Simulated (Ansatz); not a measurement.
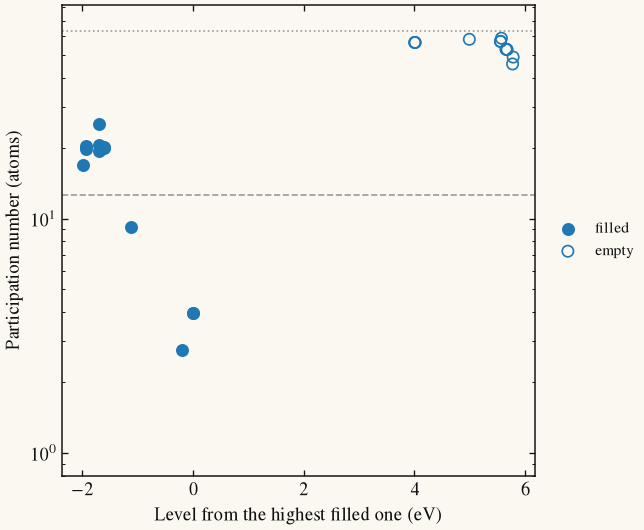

Levels near the gap of a 63-atom cell against the number of atoms over which each spreads (dotted: all atoms; dashed: a fifth of them). Host AlN with a vacancy of Al.

Calculation on Al₃₁N₃₂ (defect cell), 63 atoms in the cell, cell charge −3 e; a = 8.76 Å, b = 8.76 Å, c = 8.76 Å, α = 90.00°, β = 90.00°, γ = 90.00°.

Level of theory: DFT, HSE06, PAW, plane waves, one k point, (0.25, 0.25, 0.25), Fermi-Dirac smearing of 0.01 eV; code Ansatz 0.2.0.

Which of these levels are localised (under the dashed line)?

Answer. 4 of the 24 levels shown spread over less than a fifth of the cell: −1.13 eV (filled, over about 9 atoms, mostly N), −0.20 eV (filled, over about 3 atoms, mostly N), 0.00 eV (filled, over about 4 atoms, mostly N) and 0.00 eV (filled, over about 4 atoms, mostly N).

How far apart are the highest filled and the lowest empty level?

Answer. The lowest empty level lies 4.01 eV above the highest filled one.

One k point in a finite cell, so levels carry errors of tenths of an eV.
